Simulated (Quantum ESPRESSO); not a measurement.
**AlN (F-43m): how pressure shifts the optical phonon**

By how much does an optical zone-centre mode of AlN (F-43m) shift under hydrostatic pressure?

Main program and level: Quantum ESPRESSO 7.5; DFT PBE, scalar-relativistic, plane waves, GBRV ultrasoft pseudopotentials.

### 1. Set-up

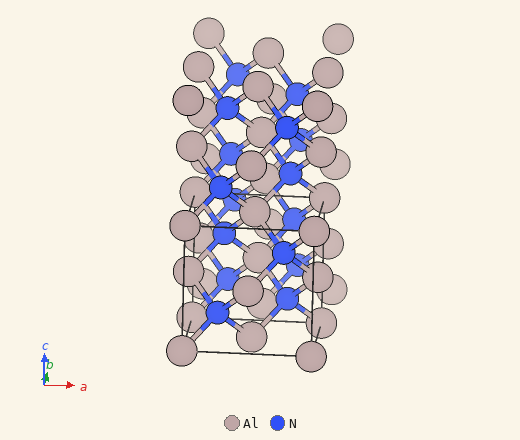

Start, viewed slightly off an axis; aluminium light grey, nitrogen blue. 1×2×2 cells are drawn. This picture shows the conventional cell, with its axes. Bonds to atoms that aren't drawn are left out. Some periodic images of atoms are drawn too.

Coordinates:

```xyz
2
Lattice="-2.2033 0.0000 2.2033 0.0000 2.2033 2.2033 -2.2033 2.2033 0.0000" Properties=species:S:1:pos:R:3 pbc="T T T"
Al    0.0000    0.0000    0.0000
N    -3.3049    3.3049    3.3049
```

This is the cell after its relaxation at this level of theory, not the database cell from which that began.

### 2. Runs at several volumes

The relaxed cell is scaled uniformly; in this structure symmetry fixes all atoms, so nothing has to be relaxed anew. Each volume gets a ground state and a response at Γ. The mode followed is the highest one without the macroscopic field, of symmetry T2; longitudinal polar modes lie higher. Cutoff 55 Ry, k mesh 8×8×8.

From the response at V/V₀ = 0.94:

Log:

```text
[banners, grids, parts of the stress and lines that vanish by symmetry left out]
Program PHONON v.7.5
     Reading xml data from directory:

[...]
Exchange-correlation= PBE
                           (   1   4   3   4   0   0   0)
[...]
kinetic-energy cut-off    =      55.0000  Ry
     charge density cut-off    =     440.0000  Ry
     convergence threshold     =      1.0E-18
[...]
Exchange-correlation= PBE
                           (   1   4   3   4   0   0   0)
[...]
q = (   0.0000000   0.0000000   0.0000000 )
     25 Sym.Ops. (with q -> -q+G )
     G cutoff =  741.6139  (  21187 G-vectors)     FFT grid: ( 40, 40, 40)
     G cutoff =  370.8070  (   7391 G-vectors)  smooth grid: ( 27, 27, 27)
     number of k points=    29
[...]
Mode symmetry, T_d (-43m)  point group:
[...]
Dielectric constant
[...]
End of electric fields calculation
          Dielectric constant in cartesian axis
          (       4.535778664      -0.000000000       0.000000000 )
          (      -0.000000000       4.535778664       0.000000000 )
          (       0.000000000       0.000000000       4.535778664 )
          Effective charges (d Force / dE) in cartesian axis without acoustic sum rule applied (asr)
           atom    1  Al    Mean Z*:        2.54610
      Ex  (        2.54610       -0.00000        0.00000 )
      Ey  (       -0.00000        2.54610        0.00000 )
      Ez  (       -0.00000       -0.00000        2.54610 )
           atom    2  N     Mean Z*:       -2.55051
      Ex  (       -2.55051       -0.00000       -0.00000 )
      Ey  (        0.00000       -2.55051        0.00000 )
      Ez  (       -0.00000        0.00000       -2.55051 )
          Effective charges Sum: Mean:       -0.00440
[...]
Effective charges (d Force / dE) in cartesian axis with asr applied:
           atom    1  Al    Mean Z*:        2.54831
[...]
atom    2  N     Mean Z*:       -2.54831
[...]
Representation #   1 modes #   1   2   3
[...]
End of self-consistent calculation
     Convergence has been achieved
     Representation #   2 modes #   4   5   6
[...]
End of self-consistent calculation
     Convergence has been achieved
[...]
Dielectric constant in cartesian axis
          (       4.535778664      -0.000000000       0.000000000 )
          (      -0.000000000       4.535778664       0.000000000 )
          (       0.000000000       0.000000000       4.535778664 )
          Effective charges (d Force / dE) in cartesian axis without acoustic sum rule applied (asr)
           atom    1  Al    Mean Z*:        2.54610
      Ex  (        2.54610       -0.00000        0.00000 )
      Ey  (       -0.00000        2.54610        0.00000 )
      Ez  (       -0.00000       -0.00000        2.54610 )
           atom    2  N     Mean Z*:       -2.55051
      Ex  (       -2.55051       -0.00000       -0.00000 )
      Ey  (        0.00000       -2.55051        0.00000 )
      Ez  (       -0.00000        0.00000       -2.55051 )
          Effective charges Sum: Mean:       -0.00440
[...]
Effective charges (d Force / dE) in cartesian axis with asr applied:
           atom    1  Al    Mean Z*:        2.54831
[...]
atom    2  N     Mean Z*:       -2.54831
[...]
q = (    0.000000000   0.000000000   0.000000000 )
[...]
freq (    1) =       0.197986 [THz] =       6.604090 [cm-1]
     freq (    2) =       0.197986 [THz] =       6.604090 [cm-1]
     freq (    3) =       0.197986 [THz] =       6.604090 [cm-1]
     freq (    4) =      20.831895 [THz] =     694.877221 [cm-1]
     freq (    5) =      20.831895 [THz] =     694.877221 [cm-1]
     freq (    6) =      20.831895 [THz] =     694.877221 [cm-1]
[...]
Mode symmetry, T_d (-43m)  point group:
     freq (   1-   3) =          6.6  [cm-1]   --> T_2  G_15 P_4   I+R
     freq (   4-   6) =        694.9  [cm-1]   --> T_2  G_15 P_4   I+R

   JOB DONE.
```

One volume, V/V₀ = 1, is held back as a test.

```csv
V/V₀,volume (Å³/atom),pressure (GPa),ω (cm⁻¹)
0.94,10.054,13.36,694.88
0.97,10.375,6.13,664.43
1,10.696,-0.11,held back
1.03,11.017,-5.48,608.38
1.06,11.338,-10.10,582.57
```

### 3. The fit

The mode Grüneisen parameter is γ = −d ln ω / d ln V.

```csv
ln(V/V₀),ln ω
-0.0619,6.5437
-0.0305,6.4989
0.0296,6.4108
0.0583,6.3674
```

A straight line through these points has the slope -1.467, so γ = 1.47; at V/V₀ = 1 it predicts ω = exp(6.4536 + 0.0000) = 634.97 cm⁻¹.

A parabola of pressure against ln V through V/V₀ = 0.97, 1 and 1.03 gives the bulk modulus B = −dP/d ln V = 193 GPa at V₀. With ω₀ from the fitted line the pressure coefficient follows as dω/dP = γ ω₀ / B = 1.47 × 635.0 / 193 = 4.83 cm⁻¹/GPa.

### 4. The run that was held back

Log:

```text
[banners, grids, parts of the stress and lines that vanish by symmetry left out]
[banner, memory and clock lines left out]
Program PHONON v.7.5

[...]
Exchange-correlation= PBE
                           (   1   4   3   4   0   0   0)
[...]
kinetic-energy cut-off    =      55.0000  Ry
     charge density cut-off    =     440.0000  Ry
     convergence threshold     =      1.0E-18
[...]
Exchange-correlation= PBE
                           (   1   4   3   4   0   0   0)
[...]
q = (   0.0000000   0.0000000   0.0000000 )
     25 Sym.Ops. (with q -> -q+G )
     G cutoff =  772.8454  (  22419 G-vectors)     FFT grid: ( 40, 40, 40)
     G cutoff =  386.4227  (   7823 G-vectors)  smooth grid: ( 27, 27, 27)
     number of k points=    29
[...]
Mode symmetry, T_d (-43m)  point group:
[...]
Dielectric constant
[...]
End of electric fields calculation
          Dielectric constant in cartesian axis
          (       4.649352542       0.000000000      -0.000000000 )
          (       0.000000000       4.649352542      -0.000000000 )
          (      -0.000000000      -0.000000000       4.649352542 )
          Effective charges (d Force / dE) in cartesian axis without acoustic sum rule applied (asr)
           atom    1  Al    Mean Z*:        2.55333
      Ex  (        2.55333        0.00000       -0.00000 )
      Ey  (        0.00000        2.55333        0.00000 )
      Ez  (       -0.00000        0.00000        2.55333 )
           atom    2  N     Mean Z*:       -2.55805
      Ex  (       -2.55805        0.00000       -0.00000 )
[...]
Representation #   1 modes #   1   2   3
[...]
End of self-consistent calculation
     Convergence has been achieved
     Representation #   2 modes #   4   5   6
[...]
End of self-consistent calculation
     Convergence has been achieved
[...]
Dielectric constant in cartesian axis
          (       4.649352542       0.000000000      -0.000000000 )
          (       0.000000000       4.649352542      -0.000000000 )
          (      -0.000000000      -0.000000000       4.649352542 )
          Effective charges (d Force / dE) in cartesian axis without acoustic sum rule applied (asr)
           atom    1  Al    Mean Z*:        2.55333
      Ex  (        2.55333        0.00000       -0.00000 )
      Ey  (        0.00000        2.55333        0.00000 )
      Ez  (       -0.00000        0.00000        2.55333 )
           atom    2  N     Mean Z*:       -2.55805
      Ex  (       -2.55805        0.00000       -0.00000 )
      Ey  (        0.00000       -2.55805        0.00000 )
      Ez  (       -0.00000        0.00000       -2.55805 )
          Effective charges Sum: Mean:       -0.00472
[...]
Effective charges (d Force / dE) in cartesian axis with asr applied:
           atom    1  Al    Mean Z*:        2.55569
[...]
atom    2  N     Mean Z*:       -2.55569
[...]
q = (    0.000000000   0.000000000   0.000000000 )
[...]
freq (    1) =      -0.149464 [THz] =      -4.985581 [cm-1]
     freq (    2) =      -0.149464 [THz] =      -4.985581 [cm-1]
     freq (    3) =      -0.149464 [THz] =      -4.985581 [cm-1]
     freq (    4) =      19.054497 [THz] =     635.589621 [cm-1]
     freq (    5) =      19.054497 [THz] =     635.589621 [cm-1]
     freq (    6) =      19.054497 [THz] =     635.589621 [cm-1]
[...]
Mode symmetry, T_d (-43m)  point group:
     freq (   1-   3) =         -5.0  [cm-1]   --> T_2  G_15 P_4   I+R
     freq (   4-   6) =        635.6  [cm-1]   --> T_2  G_15 P_4   I+R
```

It gives 635.59 cm⁻¹ against the predicted 634.97 cm⁻¹, a miss of 0.6 cm⁻¹.

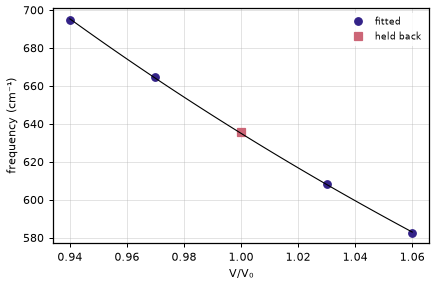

Frequency against volume, with the power-law fit.

### 5. What came out

```yaml
mode_grueneisen_parameter: 1.467
bulk_modulus: 193 GPa
pressure_coefficient: 4.83 cm⁻¹/GPa
```

In words: The highest optical mode of AlN (F-43m) without the LO-TO term stiffens by 4.83 cm⁻¹ a GPa near the relaxed volume, with γ = 1.47. The power law meets all 5 runs within 0.10 %; between neighbouring volumes γ runs from 1.43 to 1.51. Such a coefficient turns a measured shift of this mode into a hydrostatic stress; uniaxial or biaxial stress splits the mode and needs deformation potentials. These are harmonic values at zero temperature for the structure held cubic, which a run at Γ can't show to be stable; the bulk modulus rests on three points.

[Host names and launcher messages were left out of these logs when they were recorded.]

[Logs are printed without paths, hosts, clocks, repeated set-up lines and the standing remarks that a program may print on its own settings, such as how far it seeks lower states.]

[Hosts, paths, dates, database ids (printed as entryN), source tags and the programs' standing remarks are cut or masked in the printed files.]
